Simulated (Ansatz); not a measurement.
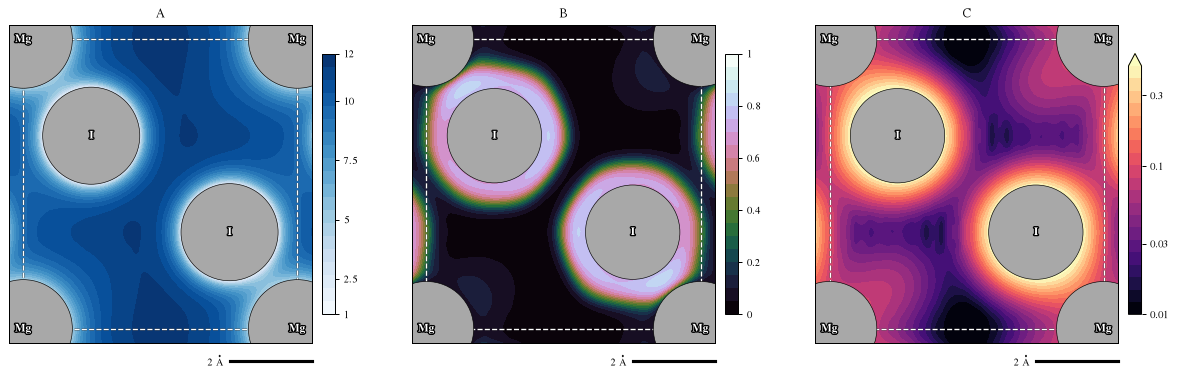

MgI$_{2}$: 3 fields on the (110) plane of the conventional cell, with unlabelled colour scales. Grey discs cover the atomic cores.

Space group P-3m1.

These are results of DFT LDA, scalar-relativistic, plane waves, PAW (Ansatz), not measurements.

The panels show electron localisation function, electrostatic potential energy of an electron and valence pseudo-density in some order. Assign them.

Panel A: electrostatic potential energy of an electron (low next to the atoms, rising into the space between them). Panel B: electron localisation function. Panel C: valence pseudo-density. From the grid: Mg–I (2.88 Å): ρ is about 0.27 e/Å³ halfway; the ELF peaks at about 0.80 in the valence shell of I, 1.3 Å from its nucleus, and falls to about 0.05 next to Mg (a largely ionic contact).
